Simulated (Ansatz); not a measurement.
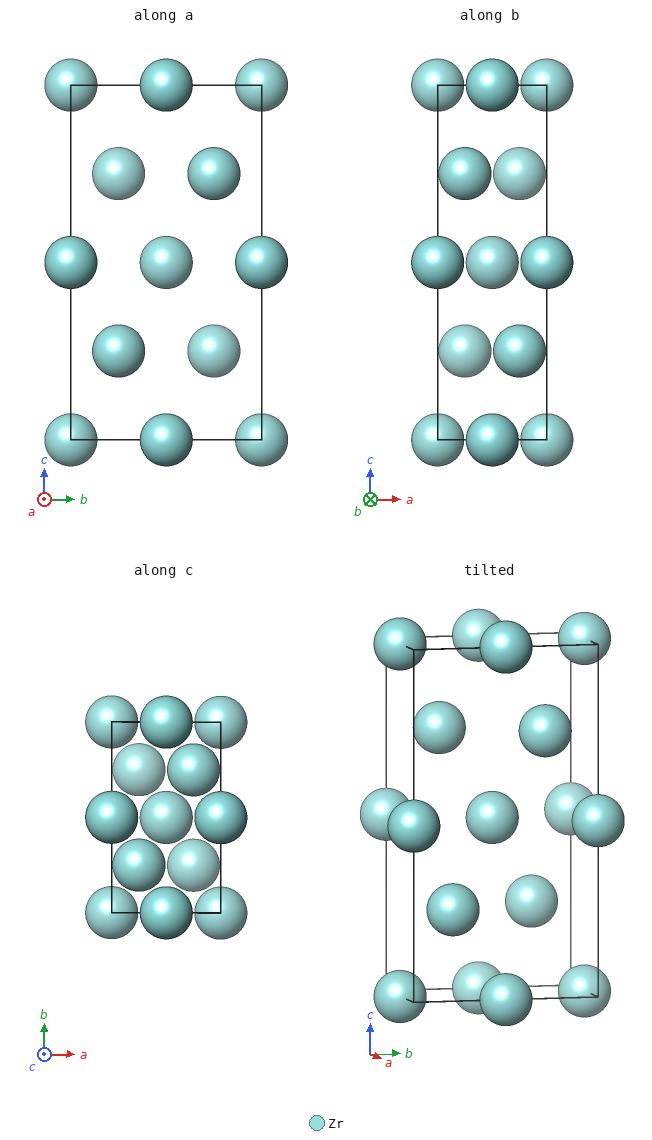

The structure above is drawn in spheres-only style and viewed along the a axis, along the b axis, along the c axis and slightly off an axis. Thin lines show the drawn cell (a repeat of the simulation cell), with boundary atoms drawn in all their periodic places.

Lattice parameters: a = 3.0566 Å, b = 5.3421 Å, c = 9.9375 Å, α = 90.000°, β = 90.000°, γ = 90.213°.

Question: Set out the cell and atoms as a CIF in P1 with every atom of the cell.

Answer:
```cif
data_structure
_symmetry_space_group_name_H-M 'P 1'
_symmetry_Int_Tables_number 1
_cell_length_a 3.0566
_cell_length_b 5.3421
_cell_length_c 9.9375
_cell_angle_alpha 90.000
_cell_angle_beta 90.000
_cell_angle_gamma 90.213
_cell_volume 162.26
loop_
_atom_site_label
_atom_site_type_symbol
_atom_site_fract_x
_atom_site_fract_y
_atom_site_fract_z
_atom_site_occupancy
Zr1 Zr 0.7500 0.7500 0.7505 1
Zr2 Zr 0.2500 0.7500 0.2505 1
Zr3 Zr 0.5000 0.5000 0.5000 1
Zr4 Zr 0.7500 0.2500 0.2505 1
Zr5 Zr 0.0000 0.5000 0.0000 1
Zr6 Zr 0.5000 0.0000 0.0000 1
Zr7 Zr 0.2500 0.2500 0.7505 1
Zr8 Zr 0.0000 0.0000 0.5000 1
```

The cell started as a structure type filled with this element by a generator (whether the element takes this form wasn't checked). Earlier steps of the study may have refined or changed the cell and positions. It was run through Ansatz as a DFT input.

At this level of theory the cell isn't at rest (compressed, at 14 GPa), so its distances can differ from those at equilibrium, the more so the softer the solid.
